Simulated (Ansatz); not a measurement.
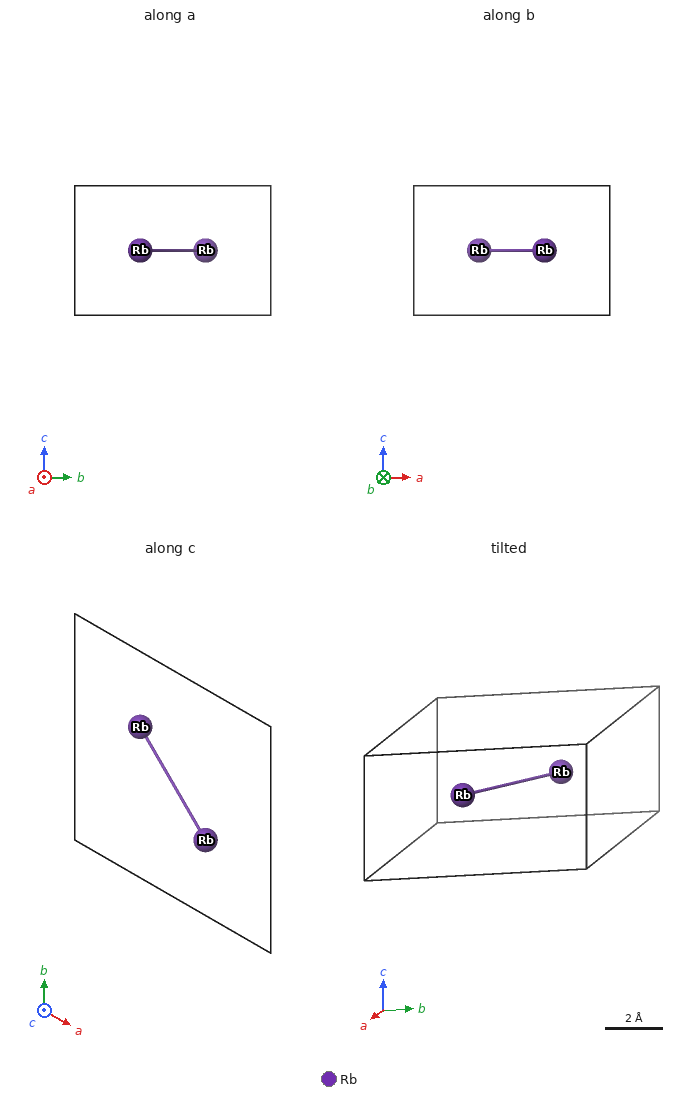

A ball-and-stick rendering, viewed along the a axis, along the b axis, along the c axis and slightly off an axis. The edges of the conventional unit cell are marked.

Lattice parameters: a = 8.0637 Å, b = 8.0637 Å, c = 4.6232 Å, α = 90.000°, β = 90.000°, γ = 120.000°.

Convert the drawing into a CIF with its space group and independent sites.

Answer.
```cif
data_structure
_symmetry_space_group_name_H-M 'P 6/m m m'
_symmetry_Int_Tables_number 191
_cell_length_a 8.0637
_cell_length_b 8.0637
_cell_length_c 4.6232
_cell_angle_alpha 90.000
_cell_angle_beta 90.000
_cell_angle_gamma 120.000
_cell_volume 260.34
loop_
_atom_site_label
_atom_site_type_symbol
_atom_site_symmetry_multiplicity
_atom_site_Wyckoff_symbol
_atom_site_fract_x
_atom_site_fract_y
_atom_site_fract_z
_atom_site_occupancy
Rb1 Rb 2 d 0.3333 0.6667 0.5000 1
```

The model was built from a random cell made by a generator, so it need not be a real form of the element. What is shown is the relaxed result from DFT PBE, scalar-relativistic, plane waves, PAW (Ansatz 0.2.0).
